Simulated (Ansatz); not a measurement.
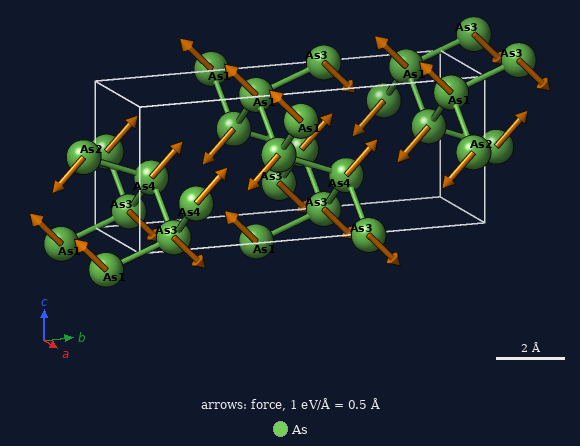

Starting geometry of a crystal of As (set up in Cmce) with the computed forces as orange arrows. Style: ball-and-stick. Shown: the conventional cell (2 times the calculation's cell), slightly off an axis. Lengths and directions refer to the drawn axes.

Phase: black arsenic (Cmce).

All numbers below come from Ansatz 0.2.0, DFT, r2SCAN, plane waves (500 eV) with PAW, scalar-relativistic. Set-up: plane-wave cutoff 500 eV; k-point mesh 9 × 9 × 7; occupations fermi dirac; smearing width 0.1 eV; no spin polarisation; cell and atoms relaxed; force threshold 0.01 eV/Å; at most 60 steps.

Is this structure relaxed? If not, where do the atoms go?

Answer. It isn't relaxed: the largest force vector, on As atoms, is 2.92 eV/Å. The atoms end up moving mostly along the starting forces (cosine between the two patterns 1.00). The largest moves relative to the cell, 0.11 Å, are those of As1, As2, As3 and As4. As1 goes along [0 −1 3]. The volume changes by +11.2 %, with a 3.630 → 3.648 Å (+0.5 %), b 10.960 → 11.401 Å (+4.0 %), c 4.450 → 4.735 Å (+6.4 %). Some distances before and after: As1–As3 2.293 → 2.477 Å, As1–As2 2.307 → 2.474 Å. Bond angles that change, for instance: As2–As1–As2 103.8° → 95.0°. The space group stays Cmce (No. 64). Over 4 accepted moves (5 points after the start) the energy falls by 265 meV per atom. Largest force component: 2.1 eV/Å at the start, 0.0067 eV/Å at the end. The pressure goes from 15.97 to 0.02 GPa. The SCF was repeated once at an unchanged geometry on a basis and grid sized afresh for the cell, which shifted the energy by 0.3 meV per atom at most. The run took 4.3 min on 1 thread of Intel(R) Xeon(R) Platinum 8259CL CPU @ 2.50GHz (Skylake/Cascade Lake), on a shared host, peak memory 1.1 GiB.
